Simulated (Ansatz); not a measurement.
## What a change does: geometry relaxation on C

System: C (P6₃/mmc, 4 atoms in the cell).
Method of the first run: Kohn-Sham DFT of a periodic cell, PBE, Ansatz PAW, no spin polarisation (Ansatz 0.2.0).

The structure derives from an entry of the Crystallography Open Database. Text and figures count atoms from 1; the logs count them from 0 in places.

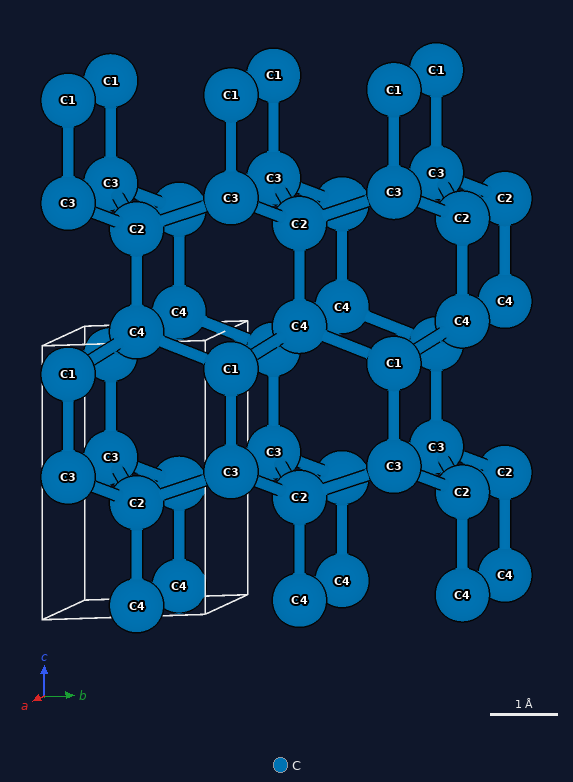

Figure 1. The input geometry (ball-and-stick view of the cell of the calculation, repeated 2 × 3 × 2, seen slightly off an axis; atoms are numbered from 1 in the order of the input). An atom can appear more than once, as a periodic image. Near neighbours in the periodic cell (some may lie outside the picture): C has 4 C at 1.54 Å.

Input file, the first run:
```yaml
crystal:
  lattice:
    - [2.5221, 0.0, 0.0]
    - [-1.26105, 2.1842026709, 0.0]
    - [0.0, 0.0, 4.1186]
  atoms:
    - { symbol: C, position: [0.6666666667, 0.3333333333, 0.9375] }
    - { symbol: C, position: [0.3333333333, 0.6666666667, 0.4375] }
    - { symbol: C, position: [0.6666666667, 0.3333333333, 0.5625] }
    - { symbol: C, position: [0.3333333333, 0.6666666667, 0.0625] }
hamiltonian:
  xc: pbe
  pseudopotentials: { kind: paw }
kpoints:
  mp_grid: { grid: [12, 12, 7] }
scf:
  occupations: { method: fermi_dirac, width: 0.05 }
output:
  forces: true
  stress: true
  eigenvalues: true
relax:
  f_tol: 0.01
  max_steps: 40
  cell: { stress_tol: 0.05 }
```

Launched with:
```bash
ansatz run input.yaml --threads 2 --pin off --max-ram 5632MiB --backend cpu --events-out ev --progress --plain --runs-dir out
```

Hardware: 2 threads of Arm Neoverse V1, 24 GiB of memory available, shared host.

Output, shortened to warnings, some set-up lines, iterations and results (the first run):
```
Basis set: ecut = 420 eV, 451 PW (Γ), exchange–correlation on 36×36×60 points (8 copies of the dense FFT grid, shifted against one another)
Symmetry: 24 space group operations
k-points: 76 of 1008
Initial density: superposition of atomic densities (neutral atoms: chi_scale 0, normalization atom), corrected by the library's trained network
[...]
SCF iter   1: F=—  HF=-1003.109842 eV  |F-HF|=—  |Δ(HF+E_count)|=         —  Δρ=3.77e-3  dr2=1.53e-3  ethr=1.77e-3  ⟨swp⟩=5.8  Hψ=5369  notcnv=0
SCF iter   2: F=—  HF=-1003.109500 eV  |F-HF|=—  |Δ(HF+E_count)|=   3.42e-4  Δρ=1.67e-3  dr2=2.36e-4  ethr=9.58e-6  ⟨swp⟩=2.0  Hψ=1879  notcnv=0
SCF iter   3: F=—  HF=-1003.109571 eV  |F-HF|=—  |Δ(HF+E_count)|=   7.08e-5  Δρ=2.45e-4  dr2=3.32e-6  ethr=1.47e-6  ⟨swp⟩=2.5  Hψ=1502  notcnv=0
SCF iter   4: F=—  HF=-1003.109573 eV  |F-HF|=—  |Δ(HF+E_count)|=   2.06e-6  Δρ=1.93e-5  dr2=7.32e-8  ethr=2.07e-8  ⟨swp⟩=2.6  Hψ=1512  notcnv=0
SCF iter   5: F=-1003.109573 eV  HF=-1003.109573 eV  |F-HF|=4.54e-10  |Δ(HF+E_count)|=   1.73e-8  Δρ=4.57e-6  dr2=3.32e-9  ethr=4.57e-10  ⟨swp⟩=2.3  Hψ=1534  notcnv=0
[... 30 lines ...]
SCF iter   2: F=—  HF=-1003.133275 eV  |F-HF|=—  |Δ(HF+E_count)|=   5.90e-7  Δρ=1.73e-5  dr2=2.61e-8  ethr=1.00e-9  ⟨swp⟩=2.1  Hψ=1443  notcnv=0
SCF iter   3: F=—  HF=-1003.133275 eV  |F-HF|=—  |Δ(HF+E_count)|=  4.04e-10  Δρ=1.88e-6  dr2=2.35e-10  ethr=1.63e-10  ⟨swp⟩=2.3  Hψ=1539  notcnv=0
SCF iter   4: F=-1003.133275 eV  HF=-1003.133275 eV  |F-HF|=5.68e-13  |Δ(HF+E_count)|=  1.65e-10  Δρ=1.03e-7  dr2=8.55e-13  ethr=1.00e-12  ⟨swp⟩=4.7  Hψ=3399  notcnv=0
SCF 7 converged in 4 iterations: F = -1003.133275 eV  dr2 = 8.55e-13
relax step   7: F+E_penalty+E_count = -1003.13327511 eV  Δ(F+E_penalty+E_count) = -4.614e-5 eV  max|allowed force component| = 2.599e-4 eV/Å  Δτ_max = 0.0000 Å  P = -0.001 …
basis re-selected at this cell: Δ(F+E_penalty+E_count) = -4.614e-5 eV, ΔP = -0.001 GPa vs the last step (what re-selecting the basis moved, of the pressure what is left beyond the Pulay correction that the steps carried, after the strain that the cell walked since its last selection, with what the …
SCF converged after 4 iterations
Free energy (F): -1003.133275 eV
Harris-Foulkes:  -1003.133275 eV  (|F-HF|=5.68e-13)
Internal energy: -1003.133275 eV  (E = F + TS)
E sigma→0 (E₀):  -1003.133275 eV
Fermi energy:    15.159806 eV
--- Per-component energies (eV) ---
  E_band       = 68.190353
  E_kinetic    = 368.248957
  E_local      = -247.579136  (includes V_loc(G=0)·N_el)
  E_nonlocal   = 106.559517
  E_hartree    = 54.587578
  E_xc         = -194.680053
  E_vxc        = -241.676458  (∫ρ·V_xc dr)
  E_paw        = -396.796674  (= ΣΔE_a)
  E_vpaw       = -26.537712  (= ΣTr[D̂ρ^β])
  E_aug_tail   = 0.000034  (compensation charges beyond the density's cutoff)
  E_ewald      = -693.473498
  E_smearing   = -0.000000  (= −TS)
  E_closure    = 0.000000  (closes the sum)
  Σ components = -1003.133275   (vs F -1003.133275, Δ=0.00e0)
--- Forces (eV/Å), atoms counted from 1 ---
  atom   1  C      0.00000000     0.00000000     0.00025987
  atom   2  C      0.00000000    -0.00000000     0.00025987
  atom   3  C      0.00000000     0.00000000    -0.00025987
  atom   4  C      0.00000000    -0.00000000    -0.00025987
  max |Σ_I F_I| component: 3.24e-17 eV/Å
--- Stress (GPa, compression-positive) ---
       -0.004172       0.000000       0.000000
        0.000000      -0.004172       0.000000
        0.000000       0.000000       0.005893
  P = ⅓ Tr σ = -0.0008 GPa (-0.008 kbar)
--- Relaxed structure (5 steps of the walk, 5 accepted, 2 SCFs on fresh bases) ---
  F+E_penalty+E_count = -1003.13327511 eV   max|allowed force component| = 2.599e-4 eV/Å   (the final SCF, on the basis selected at the relaxed cell)
  cell:  # Å, volume = 22.8365 Å³
    - [2.5115566030860443, 2.2341206221892207e-37, 0.0]
    - [-1.2557783015430222, 2.175071821315064, 0.0]
    - [0.0, 0.0, 4.180349547386626]
  atoms:
    - { symbol: C, position: [0.6666666666666666, 0.3333333333333333, 0.9372683412110883] }
    - { symbol: C, position: [0.3333333333333333, 0.6666666666666666, 0.4372683412110883] }
[...]
```

For the second run the input was changed thus:
```diff
+  dispersion: d4
```

Predict how the results change.

The total energies belong to different models, so their difference says nothing on which is more stable or more accurate. The gap on the mesh goes from 3.35 to 3.31 eV. The volume per atom goes from 5.71 to 5.64 Å³. The SCF takes 33 iterations over all geometry steps against 26. On the same kind of shared host the second run took about 2.9 times as long.

Output, shortened to warnings, some set-up lines, iterations and results (the second run):
```
Basis set: ecut = 420 eV, 451 PW (Γ), exchange–correlation on 36×36×60 points (8 copies of the dense FFT grid, shifted against one another)
Symmetry: 24 space group operations
k-points: 76 of 1008
Initial density: superposition of atomic densities (neutral atoms: chi_scale 0, normalization atom), corrected by the library's trained network
[...]
SCF iter   1: F=—  HF=-1003.963124 eV  |F-HF|=—  |Δ(HF+E_count)|=         —  Δρ=3.77e-3  dr2=1.53e-3  ethr=1.77e-3  ⟨swp⟩=5.8  Hψ=5369  notcnv=0
SCF iter   2: F=—  HF=-1003.962781 eV  |F-HF|=—  |Δ(HF+E_count)|=   3.42e-4  Δρ=1.67e-3  dr2=2.36e-4  ethr=9.58e-6  ⟨swp⟩=2.0  Hψ=1879  notcnv=0
SCF iter   3: F=—  HF=-1003.962852 eV  |F-HF|=—  |Δ(HF+E_count)|=   7.08e-5  Δρ=2.45e-4  dr2=3.32e-6  ethr=1.47e-6  ⟨swp⟩=2.5  Hψ=1502  notcnv=0
SCF iter   4: F=—  HF=-1003.962854 eV  |F-HF|=—  |Δ(HF+E_count)|=   2.06e-6  Δρ=1.93e-5  dr2=7.32e-8  ethr=2.07e-8  ⟨swp⟩=2.6  Hψ=1512  notcnv=0
SCF iter   5: F=-1003.962854 eV  HF=-1003.962854 eV  |F-HF|=4.54e-10  |Δ(HF+E_count)|=   1.73e-8  Δρ=4.57e-6  dr2=3.32e-9  ethr=4.57e-10  ⟨swp⟩=2.3  Hψ=1534  notcnv=0
[... 41 lines ...]
SCF iter   2: F=—  HF=-1003.986319 eV  |F-HF|=—  |Δ(HF+E_count)|=   6.98e-7  Δρ=1.41e-5  dr2=1.48e-8  ethr=5.46e-10  ⟨swp⟩=2.0  Hψ=1467  notcnv=0
SCF iter   3: F=—  HF=-1003.986319 eV  |F-HF|=—  |Δ(HF+E_count)|=   1.00e-9  Δρ=1.46e-6  dr2=1.31e-10  ethr=9.28e-11  ⟨swp⟩=2.5  Hψ=1528  notcnv=0
SCF iter   4: F=-1003.986319 eV  HF=-1003.986319 eV  |F-HF|=6.82e-13  |Δ(HF+E_count)|=  9.21e-11  Δρ=1.03e-7  dr2=1.15e-12  ethr=1.00e-12  ⟨swp⟩=4.7  Hψ=3430  notcnv=0
SCF 9 converged in 4 iterations: F = -1003.986319 eV  dr2 = 1.15e-12
relax step   9: F+E_penalty+E_count = -1003.98631912 eV  Δ(F+E_penalty+E_count) = +3.258e-5 eV  max|allowed force component| = 1.484e-4 eV/Å  Δτ_max = 0.0000 Å  P = -0.001 …
basis re-selected at this cell: Δ(F+E_penalty+E_count) = +3.258e-5 eV, ΔP = +0.000 GPa vs the last step (what re-selecting the basis moved, of the pressure what is left beyond the Pulay correction that the steps carried, after the strain that the cell walked since its last selection, with what the …
SCF converged after 4 iterations
Free energy (F): -1003.986319 eV
Harris-Foulkes:  -1003.986319 eV  (|F-HF|=6.82e-13)
Internal energy: -1003.986319 eV  (E = F + TS)
E sigma→0 (E₀):  -1003.986319 eV
Fermi energy:    15.362160 eV
--- Per-component energies (eV) ---
  E_band       = 70.489122
  E_kinetic    = 369.911129
  E_local      = -245.818568  (includes V_loc(G=0)·N_el)
  E_nonlocal   = 106.858930
  E_hartree    = 54.250679
  E_xc         = -195.114811
  E_vxc        = -242.247567  (∫ρ·V_xc dr)
  E_paw        = -396.941884  (= ΣΔE_a)
  E_vpaw       = -26.716182  (= ΣTr[D̂ρ^β])
  E_aug_tail   = 0.000034  (compensation charges beyond the density's cutoff)
  E_ewald      = -696.274391
  E_disp       = -0.857438  (pairwise vdW)
  E_smearing   = -0.000000  (= −TS)
  E_closure    = 0.000000  (closes the sum)
  Σ components = -1003.986319   (vs F -1003.986319, Δ=0.00e0)
--- Forces (eV/Å), atoms counted from 1 ---
  atom   1  C      0.00000000     0.00000000     0.00014837
  atom   2  C     -0.00000000    -0.00000000     0.00014837
  atom   3  C      0.00000000     0.00000000    -0.00014837
  atom   4  C      0.00000000    -0.00000000    -0.00014837
  max |Σ_I F_I| component: 1.85e-17 eV/Å
--- Stress (GPa, compression-positive) ---
       -0.002901       0.000000       0.000000
       -0.000000      -0.002901       0.000000
        0.000000       0.000000       0.003913
  P = ⅓ Tr σ = -0.0006 GPa (-0.006 kbar)
--- Relaxed structure (7 steps of the walk, 7 accepted, 2 SCFs on fresh bases) ---
  F+E_penalty+E_count = -1003.98631912 eV   max|allowed force component| = 1.484e-4 eV/Å   (the final SCF, on the basis selected at the relaxed cell)
  cell:  # Å, volume = 22.5623 Å³
    - [2.5014096873006793, 2.12241459107976e-36, 0.0]
    - [-1.2507048436503396, 2.166284334474877, 0.0]
    - [0.0, 0.0, 4.163742740881998]
  atoms:
    - { symbol: C, position: [0.6666666666666666, 0.3333333333333333, 0.9372270669143979] }
    - { symbol: C, position: [0.3333333333333333, 0.6666666666666666, 0.4372270669143981] }
[...]
```

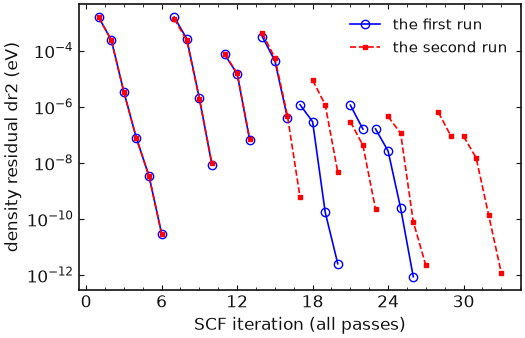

Figure 2. Convergence of the two runs: density residual dr2 against the SCF iteration. A break in a curve parts two SCF passes. The first run takes 26 iterations in all, and the second run takes 33.

The two runs side by side:

| quantity | the first run | the second run |
| --- | --- | --- |
| outcome | converged | converged |
| free energy per atom (eV) | −250.7833 | −250.9966 |
| gap on the mesh (eV) | 3.35 | 3.31 |
| pressure (GPa) | 0.00 | 0.00 |
| volume per atom (Å³) | 5.71 | 5.64 |
| largest force (eV/Å) | 0.000 | 0.000 |
| SCF iterations | 26 | 33 |
| irreducible k-points | 76 | 76 |
| wall time (shared host) | 5.3 s | 15 s |
